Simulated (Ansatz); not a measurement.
Run report: SiO$_{2}$, molecular dynamics (part 1 of 3)

- system: SiO$_{2}$ (slab, 24 atoms in the cell)
- method: DFT PBE, scalar-relativistic, plane waves, PAW, PAW set soft_1, no spin polarisation (Ansatz 0.2.0)

The structure derives from an entry of the Crystallography Open Database. The input holds or restrains some coordinates. It belongs to a series of runs on one base structure; here: dynamics from the last frame of the run before. Figures and captions count atoms from 1; the log counts them from 0 in places.

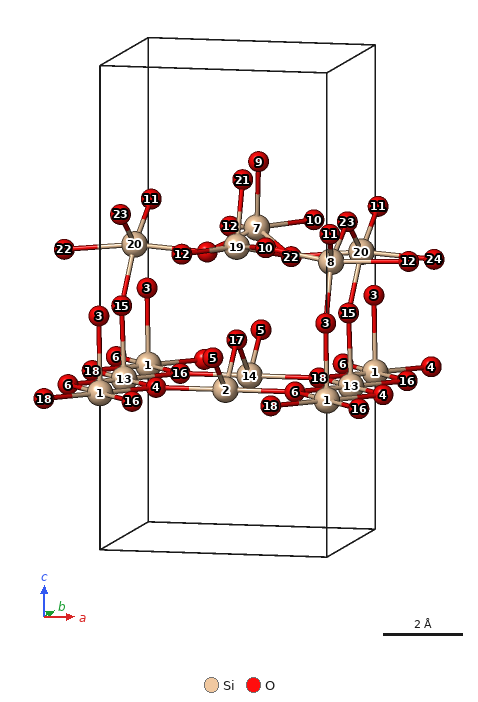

**Figure 1.** The starting structure (ball-and-stick view of the cell of the calculation, with the vacuum cut short, seen slightly off an axis; bonded neighbours outside the cell are drawn too; atoms are numbered from 1 in the order of the input). An atom can appear more than once, as a periodic image.

**Results in brief**

| quantity | value |
| --- | --- |
| outcome | finished |
| mean temperature over the second half | 1737 K |
| trajectory | 130 steps, 195 fs |
| ensemble | nvt_langevin |
| temperature in the input | 1800.0 K |
| time step | 1.5 fs |
| electrons treated | 128 |
| potential energy (free energy of the electrons) (last step) | −14169.4455 eV |
| Fermi energy (last step) | −0.022 eV |
| largest force (length of the vector) (last step), held atoms and coordinates included | 6.403 eV/Å |
| hardware | 1 thread of Arm Neoverse V2, 24 GiB of memory available, shared host |
| wall time | 21 min |
| peak memory | 0.81 GiB |

**Remarks**

The k-point mesh is coarse for a cell of this size, so the results may not be converged. So short a trajectory is not equilibrated.

**The input**
```yaml
crystal:
  lattice:
    - [5.920605, 0.0, 0.0]
    - [0.0, 5.3368, 0.0]
    - [0.0, 0.0, 17.771416]
  atoms:
    - { symbol: Si, position: [0.0, 0.0, 0.0562701] }
    - { symbol: Si, position: [0.5, 0.25, 0.0562701] }
    - { symbol: O, position: [0.99602073, -0.00496036, 0.16748885] }
    - { symbol: O, position: [0.1941, 0.25, 0.0562701] }
    - { symbol: O, position: [0.49763153, -0.00142535, 0.11239385] }
    - { symbol: O, position: [0.8059, 0.25, 0.0562701] }
    - { symbol: Si, position: [0.48968492, -0.05022589, 0.26183236] }
    - { symbol: Si, position: [-0.02009609, 0.18492554, 0.24858552] }
    - { symbol: O, position: [0.51693491, -0.14423736, 0.36103564] }
    - { symbol: O, position: [0.69036045, 0.18741332, 0.26548742] }
    - { symbol: O, position: [0.02653209, -0.06289903, 0.29853071] }
    - { symbol: O, position: [0.31577608, 0.21121976, 0.25133866] }
    - { symbol: Si, position: [0.0, 0.5, 0.0562701] }
    - { symbol: Si, position: [0.5, 0.75, 0.0562701] }
    - { symbol: O, position: [0.9910689, 0.49126474, 0.16223981] }
    - { symbol: O, position: [0.1941, 0.75, 0.0562701] }
    - { symbol: O, position: [0.49916626, 0.48795128, 0.11857245] }
    - { symbol: O, position: [0.8059, 0.75, 0.0562701] }
    - { symbol: Si, position: [0.50326439, 0.4660616, 0.25398018] }
    - { symbol: Si, position: [0.00582554, 0.68928125, 0.24283055] }
    - { symbol: O, position: [0.51635946, 0.52952391, 0.34811472] }
    - { symbol: O, position: [0.68861625, 0.72632894, 0.23093055] }
    - { symbol: O, position: [-0.00423271, 0.44445449, 0.29582785] }
    - { symbol: O, position: [0.32079205, 0.71324982, 0.2342234] }
basis:
  ecutwfc: 420.0
kpoints:
  mp_grid: { grid: [2, 2, 1] }
hamiltonian:
  xc: pbe
  pseudopotentials: { kind: paw, azcp: { folder: soft_1 } }
scf:
  occupations: { method: fermi_dirac, width: 0.05 }
  lower_state_search: "off"
md:
  timestep: 1.5
  n_steps: 130
  ensemble: nvt_langevin
  temperature: 1800.0
  initial_velocities: maxwell_boltzmann
  seed: 265862
  friction: 0.01
  constraints: [{ sites: [0, 1, 3, 5, 12, 13, 15, 17] }]
```

Run as:
```bash
ansatz run input.yaml --threads 1 --pin off --max-ram 3072MiB --backend cpu --events-out ev --progress --plain --runs-dir out
```

**Log**
```
Warning: md: disabling space-group detection — thermal motion breaks the input geometry's symmetry, so no spatial operation reduces the k-mesh or symmetrises the density; time reversal is kept, so that k and −k are solved as one point where they differ and the mesh holds both, and exact exchange and, on two spinor components, a DFT+U term hold to it where the run has them: on two components no moment then forms, and a state that bears one, which a typed moment (crystal.atoms[].spin; refused beside efield: under a hybrid functional) reaches, can lie lower, under hf by electronvolts; crystal.symmetry.detect: false (a key that needs symmetry detection or time reversal refuses this as the deck is read) with time_reversal: false beside it drops time reversal too
Engine: ansatz 0.2.0, aarch64-unknown-linux-gnu
Pseudopotentials: kind: paw
Pseudopotential: Si, paw, valence charge 4, recommended cutoff 420 eV (normal), [file]
Pseudopotential: O, paw, valence charge 6, recommended cutoff 420 eV (normal), [file]
Functional definition: PBE
  parameter kappa = 0.804
  parameter beta = 0.06672455060314922
  exchange = pbe_x(kappa = kappa, mu = beta*pi^2/3)
  correlation = pbe_c(beta = beta)
Crystal: 24 atoms, lattice volume = 561.525 Å³
Basis set: ecut = 420 eV, 10957 PW (Γ), exchange–correlation on 80×72×240 points (8 copies of the dense FFT grid, shifted against one another)
Bands: 88, of which v1, the nominal top of the filled ones, is band 64 counted from 1 (63 counted from 0)
Symmetry: 1 space group operations
k-points: 4
Non-local potential: Si, projectors of the file, l = 0: 2, l = 1: 2, l = 2: 1
Non-local potential: O, projectors of the file, l = 0: 2, l = 1: 2, l = 2: 1
PAW form: soft (Blöchl's): semilocal exchange-correlation on the pseudo side does not see the compensation charge
PAW one-centre angular grid: Si, 110 points (default); XC on 64 Gauss nodes
PAW one-centre angular grid: O, 110 points (default); XC on 64 Gauss nodes
Initial density: superposition of atomic densities (neutral atoms: chi_scale 0, normalization atom)
Initial wavefunctions: pseudopotential atomic-orbital guess
Functional: x = pbe(κ = 0.804, μ = 0.2195149727645171), c = pbe(β = 0.06672455060314922)
SCF iter   1: F=—  HF=-14193.302138 eV  |F-HF|=—  |Δ(HF+E_count)|=         —  Δρ=1.21e-1  dr2=1.31e2  ethr=3.10e-3  ⟨swp⟩=7.5  Hψ=1891  notcnv=0  defer=48
preconditioner: auto → LDOS  [insulator: Δε(μ)=0.252 eV  Ē_g=17.135 eV  σ=0.050 eV  W_gap=0.59  n_scr=94 (ndim 8)  ℏωp=17.7 eV  f_vac=0.541  D(μ)=6.76/eV (n_scr^D=28)  ε∞_Penn≈2.1  β→1.0]
SCF iter   2: F=—  HF=-14237.654931 eV  |F-HF|=—  |Δ(HF+E_count)|=    4.44e1  Δρ=2.43e-1  dr2=6.89e2  ethr=3.10e-3  ⟨swp⟩=9.8  Hψ=1479  notcnv=0  defer=57  recentre
SCF iter   3: F=—  HF=-14174.354179 eV  |F-HF|=—  |Δ(HF+E_count)|=    6.33e1  Δρ=4.31e-2  dr2=2.07e1  ethr=3.10e-3  ⟨swp⟩=5.8  Hψ=1187  notcnv=0  defer=58
SCF iter   4: F=—  HF=-14171.421649 eV  |F-HF|=—  |Δ(HF+E_count)|=    2.93e0  Δρ=1.79e-2  dr2=7.78e0  ethr=3.10e-3  ⟨swp⟩=4.0  Hψ=663  notcnv=0  defer=66
SCF iter   5: F=—  HF=-14170.408835 eV  |F-HF|=—  |Δ(HF+E_count)|=    1.01e0  Δρ=1.38e-2  dr2=2.24e0  ethr=3.10e-3  ⟨swp⟩=4.0  Hψ=476  notcnv=0  defer=60
SCF iter   6: F=—  HF=-14170.179919 eV  |F-HF|=—  |Δ(HF+E_count)|=   2.29e-1  Δρ=9.98e-3  dr2=1.21e0  ethr=1.75e-3  ⟨swp⟩=3.2  Hψ=357  notcnv=0  defer=60
SCF iter   7: F=—  HF=-14170.047768 eV  |F-HF|=—  |Δ(HF+E_count)|=   1.32e-1  Δρ=6.49e-3  dr2=9.40e-1  ethr=9.43e-4  ⟨swp⟩=2.2  Hψ=392  notcnv=0  defer=64
SCF iter   8: F=—  HF=-14169.929821 eV  |F-HF|=—  |Δ(HF+E_count)|=   1.18e-1  Δρ=1.11e-2  dr2=1.54e0  ethr=7.35e-4  ⟨swp⟩=3.5  Hψ=361  notcnv=0  defer=62
SCF iter   9: F=—  HF=-14169.909910 eV  |F-HF|=—  |Δ(HF+E_count)|=   1.99e-2  Δρ=7.89e-3  dr2=1.65e0  ethr=7.35e-4  ⟨swp⟩=3.0  Hψ=422  notcnv=0  defer=63
SCF iter  10: F=—  HF=-14169.882510 eV  |F-HF|=—  |Δ(HF+E_count)|=   2.74e-2  Δρ=6.44e-3  dr2=9.07e-1  ethr=7.35e-4  ⟨swp⟩=2.0  Hψ=334  notcnv=0  defer=63
SCF iter  11: F=—  HF=-14169.857574 eV  |F-HF|=—  |Δ(HF+E_count)|=   2.49e-2  Δρ=3.57e-3  dr2=1.55e-1  ethr=7.09e-4  ⟨swp⟩=2.0  Hψ=298  notcnv=0  defer=63
SCF iter  12: F=—  HF=-14169.853940 eV  |F-HF|=—  |Δ(HF+E_count)|=   3.63e-3  Δρ=1.89e-3  dr2=1.22e-1  ethr=1.21e-4  ⟨swp⟩=2.0  Hψ=476  notcnv=0  defer=63
SCF iter  13: F=—  HF=-14169.850139 eV  |F-HF|=—  |Δ(HF+E_count)|=   3.80e-3  Δρ=4.44e-4  dr2=1.28e-3  ethr=9.54e-5  ⟨swp⟩=5.5  Hψ=444  notcnv=0  defer=56
SCF iter  14: F=—  HF=-14169.850301 eV  |F-HF|=—  |Δ(HF+E_count)|=   1.62e-4  Δρ=3.27e-4  dr2=2.69e-3  ethr=9.98e-7  ⟨swp⟩=2.0  Hψ=542  notcnv=0  defer=56
SCF iter  15: F=—  HF=-14169.850253 eV  |F-HF|=—  |Δ(HF+E_count)|=   4.80e-5  Δρ=1.81e-4  dr2=2.73e-4  ethr=9.98e-7  ⟨swp⟩=1.2  Hψ=297  notcnv=0  defer=56
SCF iter  16: F=—  HF=-14169.850241 eV  |F-HF|=—  |Δ(HF+E_count)|=   1.17e-5  Δρ=4.84e-5  dr2=1.74e-5  ethr=2.13e-7  ⟨swp⟩=1.5  Hψ=387  notcnv=0  defer=56
SCF iter  17: F=—  HF=-14169.849895 eV  |F-HF|=—  |Δ(HF+E_count)|=   3.46e-4  Δρ=3.14e-5  dr2=5.65e-6  ethr=1.36e-8  ⟨swp⟩=2.2  Hψ=568  notcnv=0  defer=56
SCF iter  18: F=—  HF=-14169.849898 eV  |F-HF|=—  |Δ(HF+E_count)|=   2.49e-6  Δρ=2.56e-5  dr2=3.93e-6  ethr=4.41e-9  ⟨swp⟩=2.0  Hψ=495  notcnv=0  defer=56
SCF iter  19: F=—  HF=-14169.849898 eV  |F-HF|=—  |Δ(HF+E_count)|=   4.51e-7  Δρ=1.87e-5  dr2=2.36e-6  ethr=3.07e-9  ⟨swp⟩=1.5  Hψ=351  notcnv=0  defer=56
SCF iter  20: F=—  HF=-14169.849900 eV  |F-HF|=—  |Δ(HF+E_count)|=   1.80e-6  Δρ=1.11e-5  dr2=7.66e-7  ethr=1.85e-9  ⟨swp⟩=1.0  Hψ=296  notcnv=0  defer=56
SCF iter  21: F=—  HF=-14169.849901 eV  |F-HF|=—  |Δ(HF+E_count)|=   8.55e-7  Δρ=4.79e-6  dr2=1.29e-7  ethr=5.98e-10  ⟨swp⟩=2.2  Hψ=381  notcnv=0  defer=56
SCF iter  22: F=—  HF=-14169.849901 eV  |F-HF|=—  |Δ(HF+E_count)|=   3.15e-7  Δρ=2.19e-6  dr2=3.68e-8  ethr=1.01e-10  ⟨swp⟩=2.0  Hψ=432  notcnv=0  defer=56
SCF iter  23: F=-14169.849901 eV  HF=-14169.849901 eV  |F-HF|=1.35e-8  |Δ(HF+E_count)|=   1.02e-7  Δρ=9.47e-7  dr2=8.90e-9  ethr=1.87e-11  ⟨swp⟩=5.0  Hψ=1290  notcnv=0
SCF 1 converged in 23 iterations: F = -14169.849901 eV  dr2 = 8.90e-9
  greatest PAW one-centre occupation: 0.880 electrons in one spin orbital (limit 2), on the O atom at site 8 (counted from 0), in its partial waves of l = 0
md step     0: t =     0.00 fs  T =  1800.0 K  F+E_penalty+E_count = -14169.84990113 eV  E_kin = 3.722688 eV  (23 SCF iters)
Initial density: handed on by an earlier stage of this run
Initial wavefunctions: those handed on with the density
iter 1 solved again at ethr=1.69e-4 eV; its pass at ethr=3.10e-3 eV (dr2=2.16e-1 eV) is discarded
SCF iter   1: F=—  HF=-14169.964803 eV  |F-HF|=—  |Δ(HF+E_count)|=         —  Δρ=5.59e-3  dr2=2.22e-1  ethr=1.69e-4  ⟨swp⟩=9.8  Hψ=2091  notcnv=0  defer=1
preconditioner: auto → LDOS  [metal: Δε(μ)=0.083 eV  Ē_g=14.642 eV  σ=0.050 eV  W_gap=0.37  n_scr=94 (ndim 8)  ℏωp=17.7 eV  f_vac=0.554  D(μ)=9.89/eV (n_scr^D=62)  β→1.0]
SCF iter   2: F=—  HF=-14169.930279 eV  |F-HF|=—  |Δ(HF+E_count)|=   3.45e-2  Δρ=2.65e-3  dr2=4.03e-2  ethr=1.69e-4  ⟨swp⟩=4.5  Hψ=714  notcnv=0  defer=31
SCF iter   3: F=—  HF=-14169.923743 eV  |F-HF|=—  |Δ(HF+E_count)|=   6.54e-3  Δρ=1.06e-3  dr2=8.39e-3  ethr=3.15e-5  ⟨swp⟩=2.0  Hψ=576  notcnv=0  defer=62
SCF iter   4: F=—  HF=-14169.924084 eV  |F-HF|=—  |Δ(HF+E_count)|=   3.41e-4  Δρ=7.17e-4  dr2=3.20e-3  ethr=6.55e-6  ⟨swp⟩=2.0  Hψ=497  notcnv=0  defer=62
SCF iter   5: F=—  HF=-14169.924274 eV  |F-HF|=—  |Δ(HF+E_count)|=   1.91e-4  Δρ=4.69e-4  dr2=1.21e-3  ethr=2.50e-6  ⟨swp⟩=1.5  Hψ=292  notcnv=0  defer=62
[...]
  greatest PAW one-centre occupation: 0.881 electrons in one spin orbital (limit 2), on the O atom at site 8 (counted from 0), in its partial waves of l = 0
md step     1: t =     1.50 fs  T =  1799.4 K  F+E_penalty+E_count = -14169.92427052 eV  E_kin = 3.721393 eV  (13 SCF iters)
[... from here on the SCF iterations and repeated set-up lines of each step are left out, up to the last step ...]
md step     2: t =     3.00 fs  T =  1785.5 K  F+E_penalty+E_count = -14169.82486593 eV  E_kin = 3.692656 eV  (14 SCF iters)
md step     3: t =     4.50 fs  T =  1590.2 K  F+E_penalty+E_count = -14169.61284129 eV  E_kin = 3.288824 eV  (14 SCF iters)
md step     4: t =     6.00 fs  T =  1549.2 K  F+E_penalty+E_count = -14169.37589327 eV  E_kin = 3.203989 eV  (14 SCF iters)
md step     5: t =     7.50 fs  T =  1414.2 K  F+E_penalty+E_count = -14169.18824046 eV  E_kin = 2.924746 eV  (10 SCF iters)
md step     6: t =     9.00 fs  T =  1318.1 K  F+E_penalty+E_count = -14169.09934787 eV  E_kin = 2.726024 eV  (10 SCF iters)
md step     7: t =    10.50 fs  T =  1330.6 K  F+E_penalty+E_count = -14169.07983610 eV  E_kin = 2.751880 eV  (10 SCF iters)
md step     8: t =    12.00 fs  T =  1280.9 K  F+E_penalty+E_count = -14169.09559101 eV  E_kin = 2.649145 eV  (10 SCF iters)
md step     9: t =    13.50 fs  T =  1295.8 K  F+E_penalty+E_count = -14169.11897369 eV  E_kin = 2.679941 eV  (11 SCF iters)
md step    10: t =    15.00 fs  T =  1440.2 K  F+E_penalty+E_count = -14169.09495941 eV  E_kin = 2.978666 eV  (14 SCF iters)
md step    11: t =    16.50 fs  T =  1423.0 K  F+E_penalty+E_count = -14168.98546951 eV  E_kin = 2.942932 eV  (9 SCF iters)
md step    12: t =    18.00 fs  T =  1468.8 K  F+E_penalty+E_count = -14168.81968149 eV  E_kin = 3.037749 eV  (13 SCF iters)
md step    13: t =    19.50 fs  T =  1369.2 K  F+E_penalty+E_count = -14168.66986320 eV  E_kin = 2.831637 eV  (12 SCF iters)
md step    14: t =    21.00 fs  T =  1305.6 K  F+E_penalty+E_count = -14168.63461373 eV  E_kin = 2.700216 eV  (14 SCF iters)
md step    15: t =    22.50 fs  T =  1408.6 K  F+E_penalty+E_count = -14168.81169822 eV  E_kin = 2.913303 eV  (12 SCF iters)
md step    16: t =    24.00 fs  T =  1608.6 K  F+E_penalty+E_count = -14169.13151961 eV  E_kin = 3.326782 eV  (13 SCF iters)
md step    17: t =    25.50 fs  T =  1816.8 K  F+E_penalty+E_count = -14169.43251747 eV  E_kin = 3.757414 eV  (12 SCF iters)
md step    18: t =    27.00 fs  T =  1899.9 K  F+E_penalty+E_count = -14169.63960559 eV  E_kin = 3.929333 eV  (11 SCF iters)
md step    19: t =    28.50 fs  T =  1896.9 K  F+E_penalty+E_count = -14169.68555190 eV  E_kin = 3.922994 eV  (11 SCF iters)
md step    20: t =    30.00 fs  T =  2166.5 K  F+E_penalty+E_count = -14169.55996272 eV  E_kin = 4.480718 eV  (13 SCF iters)
md step    21: t =    31.50 fs  T =  1976.8 K  F+E_penalty+E_count = -14169.25890446 eV  E_kin = 4.088362 eV  (8 SCF iters)
md step    22: t =    33.00 fs  T =  1733.8 K  F+E_penalty+E_count = -14168.83164186 eV  E_kin = 3.585681 eV  (8 SCF iters)
md step    23: t =    34.50 fs  T =  1604.0 K  F+E_penalty+E_count = -14168.37721409 eV  E_kin = 3.317230 eV  (8 SCF iters)
md step    24: t =    36.00 fs  T =  1408.2 K  F+E_penalty+E_count = -14167.99944808 eV  E_kin = 2.912298 eV  (8 SCF iters)
md step    25: t =    37.50 fs  T =  1475.2 K  F+E_penalty+E_count = -14167.76648636 eV  E_kin = 3.051052 eV  (9 SCF iters)
md step    26: t =    39.00 fs  T =  1511.1 K  F+E_penalty+E_count = -14167.68157599 eV  E_kin = 3.125288 eV  (9 SCF iters)
md step    27: t =    40.50 fs  T =  1705.4 K  F+E_penalty+E_count = -14167.76071199 eV  E_kin = 3.527093 eV  (9 SCF iters)
md step    28: t =    42.00 fs  T =  1838.6 K  F+E_penalty+E_count = -14168.00889776 eV  E_kin = 3.802538 eV  (9 SCF iters)
md step    29: t =    43.50 fs  T =  1939.0 K  F+E_penalty+E_count = -14168.34393299 eV  E_kin = 4.010105 eV  (8 SCF iters)
md step    30: t =    45.00 fs  T =  1851.4 K  F+E_penalty+E_count = -14168.64262720 eV  E_kin = 3.828891 eV  (12 SCF iters)
md step    31: t =    46.50 fs  T =  2097.3 K  F+E_penalty+E_count = -14168.84943781 eV  E_kin = 4.337486 eV  (8 SCF iters)
md step    32: t =    48.00 fs  T =  2304.6 K  F+E_penalty+E_count = -14168.91940506 eV  E_kin = 4.766254 eV  (9 SCF iters)
md step    33: t =    49.50 fs  T =  2377.3 K  F+E_penalty+E_count = -14168.82396892 eV  E_kin = 4.916544 eV  (11 SCF iters)
md step    34: t =    51.00 fs  T =  2278.4 K  F+E_penalty+E_count = -14168.55626920 eV  E_kin = 4.712140 eV  (11 SCF iters)
```
